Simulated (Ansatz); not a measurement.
```
Ni
1.0
     3.53470    0.00000    0.00000
     0.00000    3.53470    0.00000
     0.00000    0.00000    3.53470
Ni
4
Cartesian
  0.0000 0.0000 0.0000
  1.7673 1.7673 0.0000
  1.7673 0.0000 1.7673
  0.0000 1.7673 1.7673
```

Space group Fm-3m; computed pressure about −3 GPa in this cell; spin-polarised.

Theory: DFT, PBE, PAW, plane waves, scalar-relativistic in Ansatz.

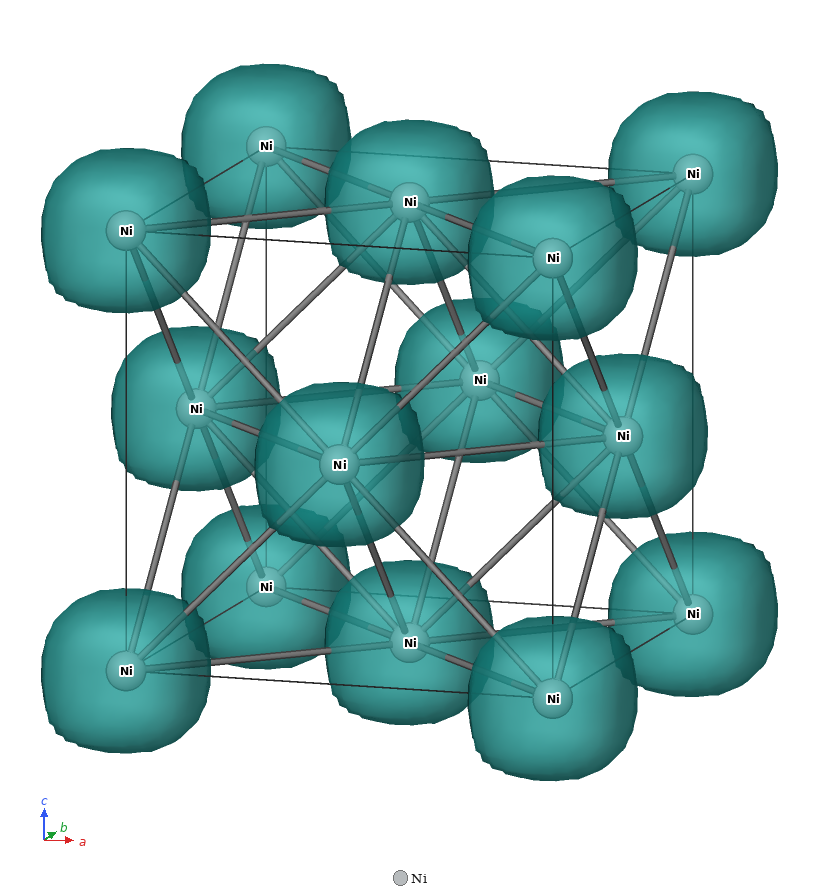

Ni. Isosurfaces of the magnetisation density (up minus down) at +0.1 (teal) and −0.1 e/Å³ (pink), seen slightly off an axis. Sticks mark near contacts.

> Where is the spin, and how is it ordered?

The spin density sits on Ni: +0.7 μB (×4) in one cell of 4 atoms: parallel moments, as they must be, since the calculation's own cell holds one magnetic site. The cell of the calculation (1 atoms) carries 0.6 μB of net spin moment. Only one sign reaches the isovalue.
